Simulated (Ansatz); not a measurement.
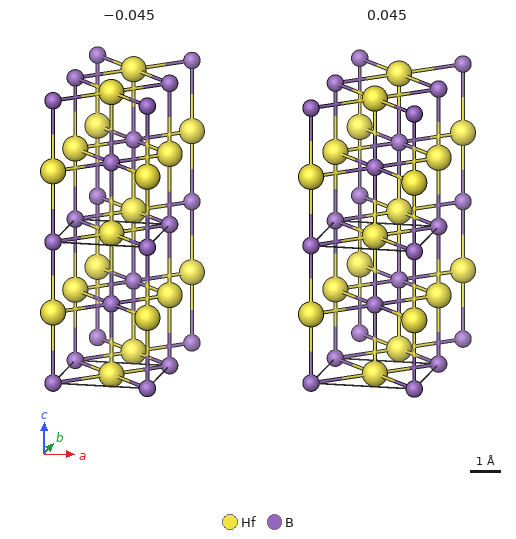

Solid HfB (set up in Fm-3m), under biaxial strain in the a–b plane (c relaxed, atoms fixed by symmetry), with energies (extrapolated to zero smearing) counted from the relaxed crystal, which is the row at zero; the cubic crystal is set up in a tetragonal cell with a = a(cubic)/√2 and c = a(cubic). The picture shows the first and the last member. Style: ball-and-stick. Shown: the cell of the calculation, repeated 1 × 2 × 2 with one cell outlined, slightly off an axis.

Computed with Ansatz 0.2.0: DFT PBE, scalar-relativistic, plane waves, PAW. (plane-wave cutoff 420 eV; k-point mesh 12 × 12 × 10; occupations gaussian; smearing width 0.1 eV; no spin polarisation; force threshold 0.008 eV/Å)

| strain | energy (meV/atom) | a (Å) | c (Å) |
| --- | --- | --- | --- |
| −0.045 | 88.71 | 3.264 | 4.900 |
| −0.03 | ? | ? | ? |
| −0.015 | 8.69 | 3.367 | 4.857 |
| 0.0 | 0.00 | 3.418 | 4.834 |
| 0.015 | 8.56 | 3.469 | 4.815 |
| 0.03 | 31.90 | 3.521 | 4.794 |
| 0.045 | 67.66 | 3.572 | 4.771 |

Q: One row is withheld. What does the calculation give there?

A: A parabola through three neighbouring rows (−0.045, −0.015, 0.0) gives, with Lagrange weights, (0.3333)(88.71) + (1.0000)(8.69) + (−0.3333)(0.00) = 38.26 meV/atom. The calculation gives 37.32 meV/atom (a = 3.315 Å, c = 4.878 Å). The estimate is 0.94 meV/atom too high. From the first member to the last: Hf–Hf 3.264 → 3.572 Å, B–Hf 2.308 → 2.526 Å, Hf–Hf 3.366 → 3.474 Å.

The whole series:

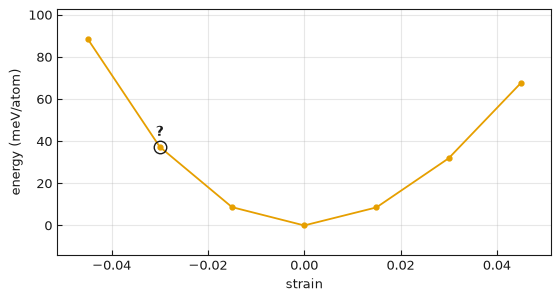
